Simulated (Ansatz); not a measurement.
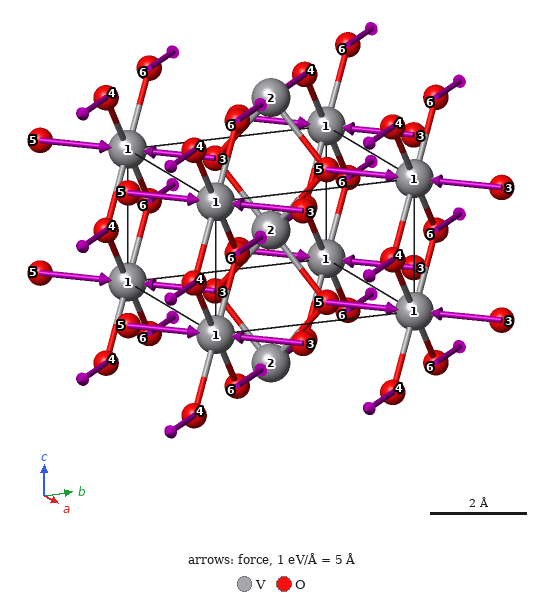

Starting geometry of solid VO₂ (set up in P4_2/mnm) with the computed forces as purple arrows. Style: ball-and-stick. Shown: the cell of the calculation, slightly off an axis.

The calculation used DFT r2SCAN, scalar-relativistic, plane waves, PAW (Ansatz 0.2.0).

Input file:
```yaml
crystal:
  lattice:
    - [4.53, 0.0, 0.0]
    - [0.0, 4.53, 0.0]
    - [0.0, 0.0, 2.869]
  atoms:
    - { symbol: V, position: [0.0, 0.0, 0.0], spin: 0.98 }
    - { symbol: V, position: [0.5, 0.5, 0.5], spin: 0.98 }
    - { symbol: O, position: [0.305, 0.305, 0.0] }
    - { symbol: O, position: [0.195, 0.805, 0.5] }
    - { symbol: O, position: [0.695, 0.695, 0.0] }
    - { symbol: O, position: [0.805, 0.195, 0.5] }
basis:
  ecutwfc: 500
kpoints:
  mp_grid: { grid: [8, 8, 12] }
hamiltonian:
  xc: r2scan
scf:
  occupations: { method: gaussian, width: 0.1 }
output:
  forces: true
  stress: true
  eigenvalues: true
  populations: true
  write_density: true
  write_potential: true
  elf: true
  volumetric_format: npy
magnetization:
  spin_polarized: true
relax:
  adjacent_minimum: "off"
  f_tol: 0.005
  max_steps: 80
  cell: { stress_tol: 0.05 }
```

Command:
```bash
ansatz run input.yaml --threads 8 --pin off --max-ram 20480MiB --backend cpu --events-out ev --progress --plain --runs-dir out
```

What follows when this structure is relaxed?

Answer. It isn't relaxed: the largest force vector, on O atoms, is 0.32 eV/Å. The atoms end up moving mostly along the starting forces (cosine between the two patterns 1.00). The energy falls by 29.5 meV per cell of the calculation in 5 accepted moves (6 points after the start). Largest force component: 0.23 eV/Å at the start, 0.00028 eV/Å at the end. Pressure: −0.87 GPa at the start and 0.00 GPa at the end. At 1 point the geometry stayed and the basis and grid were re-selected for the new cell (energy shift of 0.4 meV per cell of the calculation at most each time). The largest moves relative to the cell, 0.030 Å, are those of O3, O4, O5 and O6. O3 goes along [−1 −1 0]. V stays in place. Cell: a = b 4.530 → 4.541 Å (+0.2 %), c 2.869 → 2.830 Å (−1.4 %). Volume −0.9 %. Some distances before and after: V1–V1 2.869 → 2.830 Å, V1–O3 1.954 → 1.929 Å, V1–O4 1.902 → 1.909 Å. Bond angles that change, for instance: O4–V1–O4 97.9° → 95.6°, V2–O3–V2 97.9° → 95.6°, O4–V1–O6 82.1° → 84.4°. The space group stays P4_2/mnm (No. 136). Cost: 100 s on 8 threads of Intel(R) Xeon(R) Platinum 8259CL CPU @ 2.50GHz (Skylake/Cascade Lake), with other jobs on the host, peak memory 0.97 GiB.
